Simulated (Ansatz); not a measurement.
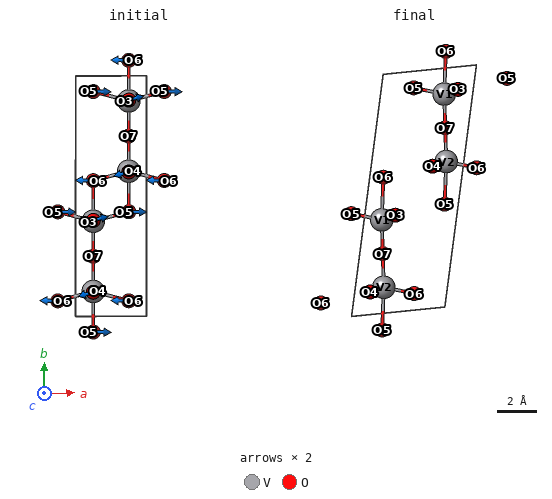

The structure of crystalline V2O5 (a generated structure, set up in P2/m) (coarse preliminary run) before (left) and after (right) a relaxation, at one scale. The blue arrows give the displacements (the part carried along by the change of the cell is left out), 2 times their true length.

A ball-and-stick model of the larger cell on standard axes (2 times the calculation's cell), seen along the c axis.

Case: Ta → V on all its sites, cell and atoms relaxed.

Level of theory: DFT PBEsol, scalar-relativistic, plane waves, PAW (Ansatz 0.2.0). Settings: plane-wave cutoff 420 eV; k-point mesh 6 × 6 × 4; occupations gaussian; smearing width 0.1 eV; no spin polarisation; cell and atoms relaxed; force threshold 0.05 eV/Å; at most 60 steps.

Q: Describe what moved and what it gained.

A: After 32 accepted moves (38 points after the start) the energy has fallen by 145 meV per atom. The largest force component goes from 0.34 to 0.026 eV/Å. The pressure goes from −18.08 to 0.04 GPa. The line search rejected the trial step at point 11 of the run. At 5 points the geometry stayed and the basis and grid were re-selected for the new cell (energy shift of 8.7 meV per atom at most each time). The largest moves relative to the cell, 0.49 Å, are those of O5 and O6. O6 goes roughly along −a. By element the largest moves are O 0.49 Å, V 0.31 Å. The drawn cell changes as follows: a 3.715 → 4.908 Å (+32.1 %), b 12.587 → 12.781 Å (+1.5 %), c 3.735 → 3.228 Å (−13.6 %), γ 89.9° → 76.8°; the volume changes by +12.8 %. Among the contacts that change: V1–O5 1.923 → 3.392 Å, V1–O5 (another image) 1.921 → 1.625 Å, V1–V2 3.208 → 2.970 Å, V1–O6 2.124 → 2.234 Å. Bonds break, among them: V1–O5 (1.92 → 3.39 Å), V2–O6 (1.92 → 3.39 Å). Bond angles that change, for instance: V1–O3–V1 177.3° → 129.7°, O4–V2–O4 177.3° → 129.7°, O4–V2–O6 89.7° → 111.5°. The space group stays P2/m (No. 10).
